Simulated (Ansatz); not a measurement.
Given this structure, coordinates from a relaxation with Ansatz, DFT, BLYP, plane waves (420 eV) with PAW, scalar-relativistic; the starting structure was generated, so it need not be a known form of this composition, written in its standard cell:

```
Co
1.0
     2.31716    0.00000    0.00000
     0.00000    2.31716    0.00000
     0.00000    0.00000    2.31716
Co
1
Direct
  0.00000 0.00000 0.00000
```

What does the kinematic electron diffraction pattern along [211] look like at 200 kV (B = 0.5 Å²)?

The spots form a rectangular net whose two shortest vectors correspond to d = 1.64 Å and 1.34 Å, 90.0° apart. They are 0 -1 1 and -1 1 1. The pattern has symmetry 2mm. No reflection of this zone is absent.

Strongest reflections with d > 0.80 Å, one of each family (|F|² from tabulated Gaussian fits of the electron scattering factors, times a small damping for the curvature of the Ewald sphere):

```tsv
hkl	d (Å)	I (strongest = 100)
0 1 -1	1.638	100
1 -1 -1	1.338	63
1 0 -2	1.036	32
0 2 -2	0.819	15
```

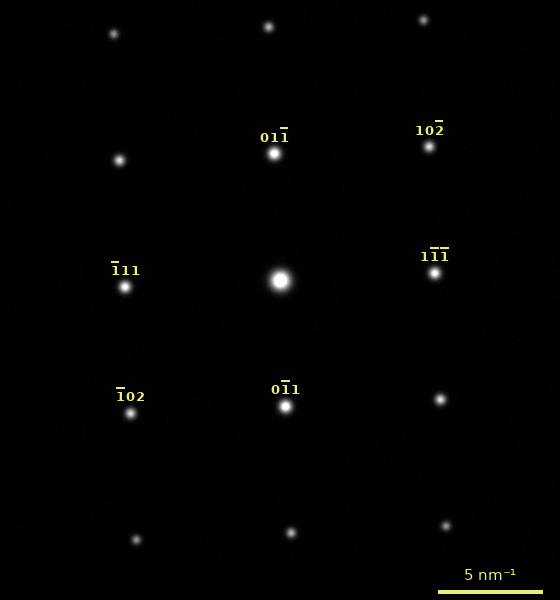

Calculated pattern, seen from the source side with [211] pointing towards the source.
